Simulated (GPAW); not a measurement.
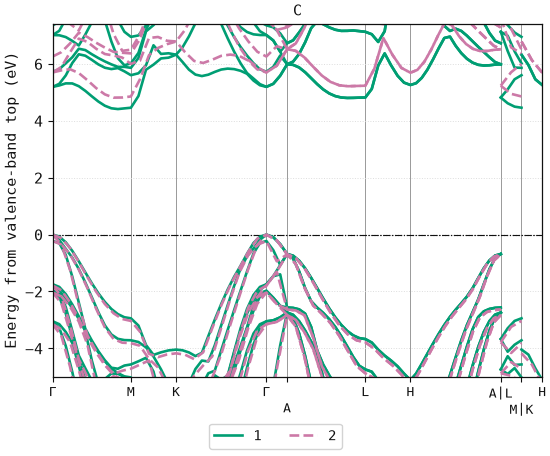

Band structures of C, space group P6_3/mmc (No. 194), 8 atoms in the cell (a = 2.522 Å, c = 8.237 Å (hexagonal axes)), by two methods on the same cell. Each is counted from its own valence-band top.

Which curve is which? The methods: RPBE, SCAN.

Answer. 1 is RPBE; 2 is SCAN. RPBE gives a gap of 4.41 eV along the path and SCAN gives a gap of 4.81 eV along the path.

Settings. RPBE: the program's PAW data sets (release 1.2.1) made for this functional, no spin polarisation, no spin-orbit coupling, 7×7×2 k mesh, 800 eV cutoff, Fermi-Dirac smearing of 0.05 eV (GPAW 26.7.0). SCAN: GPAW PAW data sets (gpaw-data 1.2.1), no spin polarisation, no spin-orbit coupling, 7×7×2 k mesh, 800 eV cutoff, Fermi-Dirac smearing of 0.05 eV (GPAW 26.7.0).

The cell is at 8 GPa in RPBE and −6 GPa in SCAN. The k mesh is coarse. LDA, GGA and most meta-GGA functionals understate gaps. This is a hexagonal form of diamond, not graphite. SCAN: the PAW data sets were made with another functional.
